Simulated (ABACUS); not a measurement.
# Band-structure run, with input and output: FeSi2 (part 2 of 2)

The same run, continued: FeSi2 (P4/mmm, 3 atoms in the cell); Kohn-Sham DFT of a periodic cell, rSCAN, SG15 ONCV 1.2 PBE, spin-polarised (ABACUS 3.10.1); cutoff 1414.99 eV, 6×6×3 k-mesh, fermi-dirac of 0.05 eV, collinear spins. The structure derives from an entry of the Crystallography Open Database.

Geometry of the input (Å; fractional positions):
```
2.6840  0.0000  0.0000
0.0000  2.6840  0.0000
0.0000  0.0000  5.1280
Fe 0.0000  0.0000  0.0000
Si 0.5000  0.5000  0.7300
Si 0.5000  0.5000  0.2700
```

Log, continued:
```
----------------------------------------------------------
     Energy           Rydberg                 eV
----------------------------------------------------------
 E_KohnSham     -252.5958159333      -3436.7423876518
 E_Harris       -252.8205969816      -3439.8006907113
 E_Fermi        1.0369419280         14.1083187164
----------------------------------------------------------

 PW ALGORITHM --------------- ION=   1  ELEC=   5--------------------------------
          total magnetism (Bohr mag/cell) = 0.310358890475
       absolute magnetism (Bohr mag/cell) = 0.726278921309
                        nelec for spin up = 12.1551794452
                      nelec for spin down = 11.8448205548

 Density error is 0.00189672326826
                          Error Threshold = 1.96092157584e-05
----------------------------------------------------------
     Energy           Rydberg                 eV
----------------------------------------------------------
 E_KohnSham     -252.6025057837      -3436.8334077369
 E_Harris       -252.6020928399      -3436.8277893478
 E_Fermi        1.0372903276         14.1130589358
----------------------------------------------------------

 PW ALGORITHM --------------- ION=   1  ELEC=   6--------------------------------
          total magnetism (Bohr mag/cell) = 0.203955850996
       absolute magnetism (Bohr mag/cell) = 0.449147337772
                        nelec for spin up = 12.1019779255
                      nelec for spin down = 11.8980220745

 Density error is 0.000524458920887
                          Error Threshold = 7.90301361774e-06
----------------------------------------------------------
     Energy           Rydberg                 eV
----------------------------------------------------------
 E_KohnSham     -252.6055616238      -3436.8749845742
 E_Harris       -252.5768781330      -3436.4847256610
 E_Fermi        1.0488035055         14.2697037576
----------------------------------------------------------

 PW ALGORITHM --------------- ION=   1  ELEC=   7--------------------------------
          total magnetism (Bohr mag/cell) = 0.197675110121
       absolute magnetism (Bohr mag/cell) = 0.305539561527
                        nelec for spin up = 12.0988375551
                      nelec for spin down = 11.9011624449

 Density error is 0.000102031937494
                          Error Threshold = 2.1852455037e-06
----------------------------------------------------------
     Energy           Rydberg                 eV
----------------------------------------------------------
 E_KohnSham     -252.6067825619      -3436.8915962893
 E_Harris       -252.6830581028      -3437.9293782633
 E_Fermi        1.0576249955         14.3897262855
----------------------------------------------------------

 PW ALGORITHM --------------- ION=   1  ELEC=   8--------------------------------
          total magnetism (Bohr mag/cell) = 0.202248070566
       absolute magnetism (Bohr mag/cell) = 0.35179999681
                        nelec for spin up = 12.1011240353
                      nelec for spin down = 11.8988759647

 Density error is 2.2909610532e-05
                          Error Threshold = 4.25133072891e-07
----------------------------------------------------------
     Energy           Rydberg                 eV
----------------------------------------------------------
 E_KohnSham     -252.6069540259      -3436.8939291761
 E_Harris       -252.5717040405      -3436.4143285209
 E_Fermi        1.0544265887         14.3462097291
----------------------------------------------------------

 PW ALGORITHM --------------- ION=   1  ELEC=   9--------------------------------
          total magnetism (Bohr mag/cell) = 0.202287137912
       absolute magnetism (Bohr mag/cell) = 0.347554497898
                        nelec for spin up = 12.101143569
                      nelec for spin down = 11.898856431

 Density error is 4.72306252684e-06
                          Error Threshold = 9.54567105501e-08
----------------------------------------------------------
     Energy           Rydberg                 eV
----------------------------------------------------------
 E_KohnSham     -252.6069681388      -3436.8941211917
 E_Harris       -252.5872403677      -3436.6257110964
 E_Fermi        1.0543375169         14.3449978450
----------------------------------------------------------

 PW ALGORITHM --------------- ION=   1  ELEC=  10--------------------------------
          total magnetism (Bohr mag/cell) = 0.201779830119
       absolute magnetism (Bohr mag/cell) = 0.337988157076
                        nelec for spin up = 12.1008899151
                      nelec for spin down = 11.8991100849

 Density error is 2.25725709977e-07
                          Error Threshold = 1.96794271952e-08
----------------------------------------------------------
     Energy           Rydberg                 eV
----------------------------------------------------------
 E_KohnSham     -252.6069722001      -3436.8941764484
 E_Harris       -252.6083335738      -3436.9126988884
 E_Fermi        1.0549693634         14.3535945576
----------------------------------------------------------

 PW ALGORITHM --------------- ION=   1  ELEC=  11--------------------------------
          total magnetism (Bohr mag/cell) = 0.201639582626
       absolute magnetism (Bohr mag/cell) = 0.335826571811
                        nelec for spin up = 12.1008197913
                      nelec for spin down = 11.8991802087

 Density error is 5.8893121436e-08
                          Error Threshold = 9.40523791569e-10
----------------------------------------------------------
     Energy           Rydberg                 eV
----------------------------------------------------------
 E_KohnSham     -252.6069727316      -3436.8941836806
 E_Harris       -252.6076310540      -3436.9031406155
 E_Fermi        1.0551040732         14.3554273789
----------------------------------------------------------

 PW ALGORITHM --------------- ION=   1  ELEC=  12--------------------------------
          total magnetism (Bohr mag/cell) = 0.201584793866
       absolute magnetism (Bohr mag/cell) = 0.334846484517
                        nelec for spin up = 12.1007923969
                      nelec for spin down = 11.8992076031

 Density error is 1.52886014697e-08
                          Error Threshold = 2.45388005983e-10
----------------------------------------------------------
     Energy           Rydberg                 eV
----------------------------------------------------------
 E_KohnSham     -252.6069728650      -3436.8941854959
 E_Harris       -252.6062458539      -3436.8842940014
 E_Fermi        1.0551490263         14.3560389966
----------------------------------------------------------

 PW ALGORITHM --------------- ION=   1  ELEC=  13--------------------------------
          total magnetism (Bohr mag/cell) = 0.201568309417
       absolute magnetism (Bohr mag/cell) = 0.334676275404
                        nelec for spin up = 12.1007841547
                      nelec for spin down = 11.8992158453

 Density error is 3.87575392518e-09
                          Error Threshold = 6.37025061237e-11
----------------------------------------------------------
     Energy           Rydberg                 eV
----------------------------------------------------------
 E_KohnSham     -252.6069728844      -3436.8941857587
 E_KS(sigma->0) -252.6066192957      -3436.8893749382
 E_Harris       -252.6076451462      -3436.9033323499
 E_band         -18.0588646161       -245.7034581900
 E_one_elec     -190.5088164073      -2592.0054223758
 E_Hartree      107.0282213944       1456.1936577692
 E_xc           -30.3525712324       -412.9679177115
 E_Ewald        -138.7730994617      -1888.1048817996
 E_entropy(-TS) -0.0007071773        -0.0096216410
 E_descf        0.0000000000         0.0000000000
 E_exx          0.0000000000         0.0000000000
 E_Fermi        1.0551687570         14.3563074471
----------------------------------------------------------

 charge density convergence is achieved
 final etot is -3436.8941858 eV
 EFERMI = 14.356307447 eV

 STATE ENERGY(eV) AND OCCUPATIONS    NSPIN == 2
SPIN UP :
 1/5 kpoint (Cartesian) = 0.0000 0.0000 0.0000 (4491 pws)
       1       -76.1424     0.00925926
       2       -41.2417     0.00925926
       3       -41.2417     0.00925926
       4       -41.0053     0.00925926
       5      -0.300674     0.00925926
       6        4.66739     0.00925926
       7        6.06768     0.00925926
       8        10.5055     0.00925926
       9        12.5892     0.00925926
      10        12.7344     0.00925926
      11        12.7344     0.00925926
      12        13.5878     0.00925926
      13        19.2962    1.14516e-45
      14        19.2962    1.14516e-45
      15        21.2980    4.69422e-63
      16        22.0524    1.31496e-69
      17        22.8674    1.09644e-76
      18        23.1036    9.73303e-79
      19        24.6172        0.00000
      20        24.6172        0.00000
      21        26.5219        0.00000
      22        26.5219        0.00000
      23        29.5971        0.00000
      24        31.5513        0.00000

 2/5 kpoint (Cartesian) = 0.062096 0.0000 0.0000 (4477 pws)
       1       -76.1391      0.0370370
       2       -41.2763      0.0370370
       3       -41.2386      0.0370370
       4       -41.0013      0.0370370
       5       0.290451      0.0370370
       6        5.08235      0.0370370
       7        6.62725      0.0370370
       8        10.4073      0.0370370
       9        12.2606      0.0370370
      10        12.4896      0.0370370
      11        12.8369      0.0370370
      12        13.1397      0.0370370
      13        15.8806    2.13337e-15
      14        20.0348    1.76073e-51
      15        20.0745    7.95735e-52
      16        22.0019    1.44516e-68
      17        22.3002    3.70812e-71
      18        22.9556    7.52002e-77
      19        24.8008        0.00000
      20        25.9680        0.00000
      21        26.7804        0.00000
      22        27.2449        0.00000
      23        31.3196        0.00000
      24        32.7264        0.00000

 3/5 kpoint (Cartesian) = 0.12419 0.0000 0.0000 (4456 pws)
       1       -76.1326      0.0370370
       2       -41.3451      0.0370370
       3       -41.2324      0.0370370
       4       -40.9934      0.0370370
       5        1.98824      0.0370370
       6        6.17007      0.0370370
       7        8.16797      0.0370370
       8        8.55181      0.0370370
       9        11.1719      0.0370370
      10        11.8379      0.0370370
      11        12.4173      0.0370370
      12        13.0501      0.0370370
      13        14.3536      0.0190190
      14        17.0104    3.27589e-25
      15        18.4923    4.40430e-38
      16        21.9164    7.98812e-68
      17        22.8239    1.04767e-75
      18        23.7591    7.88305e-84
      19        25.2699        0.00000
      20        28.5644        0.00000
      21        28.6389        0.00000
      22        29.2591        0.00000
      23        29.9249        0.00000
      24        31.0476        0.00000

 4/5 kpoint (Cartesian) = 0.18629 0.0000 0.0000 (4468 pws)
       1       -76.1293      0.0185185
       2       -41.3793      0.0185185
       3       -41.2293      0.0185185
       4       -40.9895      0.0185185
       5        3.89906      0.0185185
       6        6.04421      0.0185185
       7        7.01435      0.0185185
       8        9.71302      0.0185185
       9        10.3594      0.0185185
      10        11.0315      0.0185185
      11        12.1106      0.0185185
      12        13.1611      0.0185185
      13        14.3747     0.00757118
      14        15.8561    1.73859e-15
      15        16.8677    2.84190e-24
      16        22.8563    2.74125e-76
      17        23.5652    1.90607e-82
      18        25.4091        0.00000
      19        25.5951        0.00000
      20        26.6791        0.00000
      21        28.4597        0.00000
      22        30.2315        0.00000
      23        30.6574        0.00000
      24        31.3789        0.00000

 5/5 kpoint (Cartesian) = 0.062096 0.062096 0.0000 (4459 pws)
       1       -76.1359      0.0370370
       2       -41.2740      0.0370370
       3       -41.2718      0.0370370
       4       -40.9974      0.0370370
       5       0.869424      0.0370370
       6        5.49929      0.0370370
       7        7.14547      0.0370370
       8        10.5193      0.0370370
       9        11.8228      0.0370370
      10        12.2194      0.0370370
      11        12.7999      0.0370370
      12        13.0170      0.0370370
      13        15.7791    1.62360e-14
      14        17.2105    5.99497e-27
      15        19.9861    4.66908e-51
      16        21.5408    1.46317e-64
      17        22.6141    6.95713e-74
      18        23.2543    1.91410e-79
      19        23.2654    1.53307e-79
      20        24.9018        0.00000
      21        27.9721        0.00000
      22        29.7809        0.00000
      23        30.5148        0.00000
      24        31.9794        0.00000

SPIN DOWN :
 1/5 kpoint (Cartesian) = 0.0000 0.0000 0.0000 (4491 pws)
       1       -75.8603     0.00925926
       2       -40.7726     0.00925926
       3       -40.7726     0.00925926
       4       -40.7160     0.00925926
       5      -0.336822     0.00925926
       6        4.62319     0.00925926
       7        6.07895     0.00925926
       8        11.0922     0.00925926
       9        12.9257     0.00925926
      10        12.9593     0.00925926
      11        12.9593     0.00925926
      12        13.7620     0.00925920
      13        19.2683    2.00100e-45
      14        19.2683    2.00100e-45
      15        21.2779    7.01576e-63
      16        22.1941    7.73687e-71
      17        22.9363    2.76691e-77
      18        23.0706    1.88567e-78
      19        24.6344        0.00000
      20        24.6344        0.00000
      21        26.5039        0.00000
      22        26.5039        0.00000
      23        29.5848        0.00000
      24        31.5119        0.00000

[... levels at 4 further k points ...]

------------------------------------------------------------------------------------------
 TOTAL-FORCE (eV/Angstrom)
------------------------------------------------------------------------------------------
                       Fe1         0.0000000000         0.0000000000         0.0000000000
                       Si1         0.0000000000         0.0000000000        -0.1992693480
                       Si2         0.0000000000         0.0000000000         0.1992693480
------------------------------------------------------------------------------------------

----------------------------------------------------------------
 TOTAL-STRESS (KBAR)
----------------------------------------------------------------
        11.4466320201         0.0000000000         0.0000000000
         0.0000000000        11.4466320201         0.0000000000
         0.0000000000         0.0000000000       -20.7498472780
----------------------------------------------------------------
 TOTAL-PRESSURE: 0.714472 KBAR

 --------------------------------------------
 !FINAL_ETOT_IS -3436.8941857586692095 eV
 --------------------------------------------
```

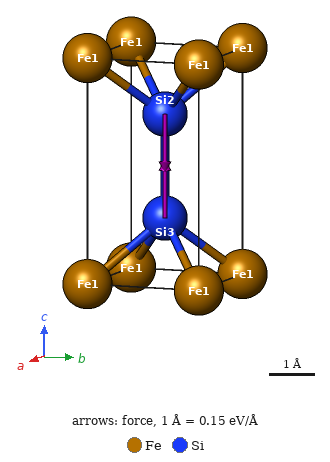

**Figure 1.** Forces on the atoms as pink arrows (ball-and-stick view of the cell of the calculation, seen slightly off an axis; atoms are numbered from 1 in the order of the input). The largest act on Si2, Si3 (0.20 eV/Å). The geometry is not a stationary point of this energy.

Results in brief:

```tsv
quantity	value
outcome	converged
space group (tolerance 0.01 Å)	P4/mmm (123)
electrons treated	24
free energy	−3436.8942 eV
Fermi energy of the self-consistent step	14.356 eV
gap on the k-point mesh	none (metallic)
net moment of the cell	0.20 μB
integrated absolute moment	0.33 μB
pressure	0.07 GPa
largest force (length of the vector)	0.199 eV/Å
hardware	4 threads of AMD EPYC (Zen 5), 16 GiB of memory available, shared host
wall time	45 s (CPU time 3 min)
peak memory	0.6 GiB
```
